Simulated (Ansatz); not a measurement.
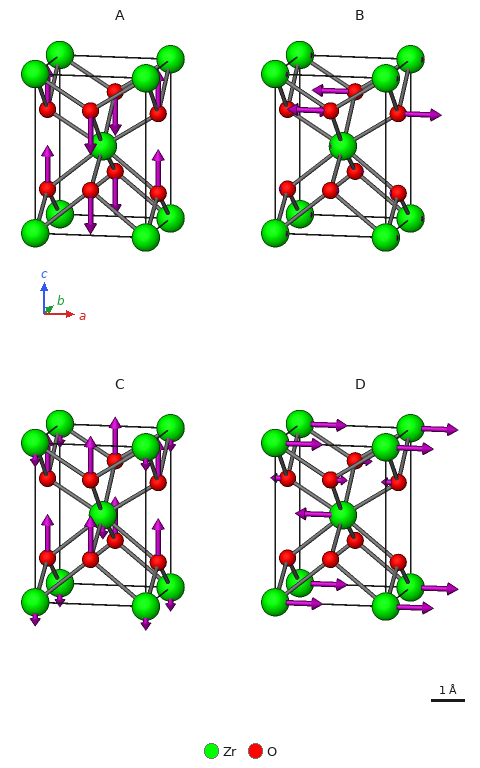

Four optical modes of a crystal of ZrO$_{2}$ relaxed at 15 GPa at the zone centre, in no order (one member of each degenerate set). The purple arrows give the relative displacements of the atoms. Style: ball-and-stick. Shown: the cell of the calculation, slightly off an axis.

Method: DFT PBEsol, scalar-relativistic, plane waves, PAW (Ansatz). Settings: plane-wave cutoff 420 eV; k-point mesh 6 × 6 × 6; occupations fixed; target pressure 15 GPa; no spin polarisation.

Frequencies are those without the non-analytic (LO–TO) term.

> Rank the modes by frequency, softest first.

D (157 cm⁻¹), A (226 cm⁻¹), C (347 cm⁻¹), B (670 cm⁻¹). D, E_g: All motion is along a; atoms of one kind move against one another, with no net shift of any sublattice; the kinetic energy is shared as Zr 99 %, O 1 %. A, A₁g: The Zr atoms stay at rest; all motion is along c; atoms of one kind move against one another, with no net shift of their sublattice. C, A₂u: The O sublattice moves against the Zr sublattice, along c; the kinetic energy is shared as O 74 %, Zr 26 %. B, E_g: All motion is along a; atoms of one kind move against one another, with no net shift of any sublattice; it stretches the shortest O–Zr bonds (2.07 Å); the kinetic energy is shared as O 99 %, Zr 1 %.
